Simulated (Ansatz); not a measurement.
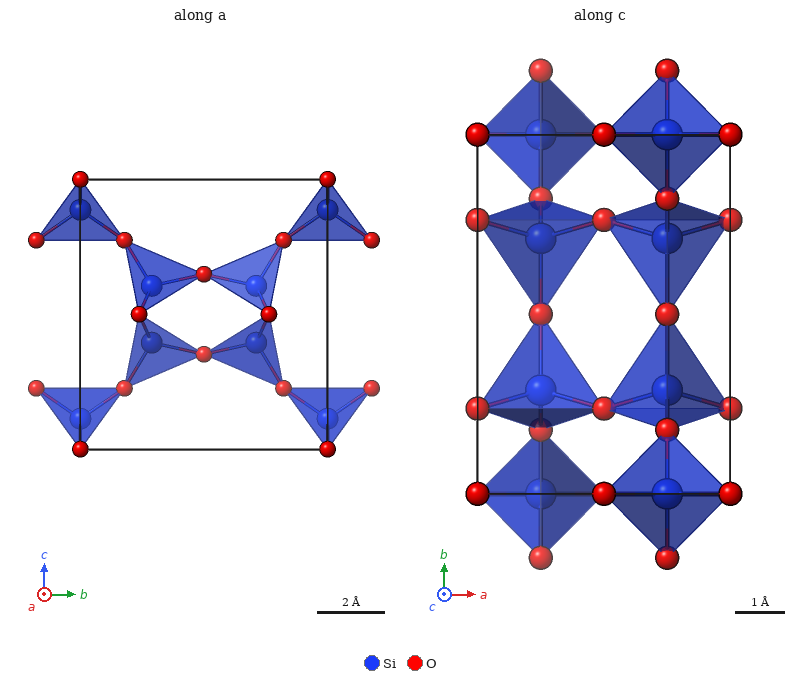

View along the a axis and along the c axis, drawn as a polyhedral model. The wireframe shows the conventional unit cell. Some neighbours outside the box are added.

SiO$_{2}$, space group Pmma (No. 51), a = 5.24 Å, b = 7.44 Å, c = 8.12 Å, α = 90.00°, β = 90.00°, γ = 90.00°.

Computational set-up: DFT r2SCAN, scalar-relativistic, plane waves, PAW (Ansatz 0.2.0), a cutoff energy of 500 eV, k-mesh 4×4×4, Gaussian smearing of 0.02 eV, no spin polarisation.

What is the electronic character?

An insulator at this level, with a gap of 6.18 eV on the k-mesh (the true edges may lie between mesh points, so the gap can be somewhat smaller).

How far is the cell from zero pressure?

The computed pressure is 0.1 GPa, close to zero.

It goes back to a structure listed in the Materials Project. Earlier steps of the study, as a rule a relaxation of our own, may have changed the cell and positions, so they can lie some per cent off the listed ones. Ansatz was used for an electronic-structure calculation on it.
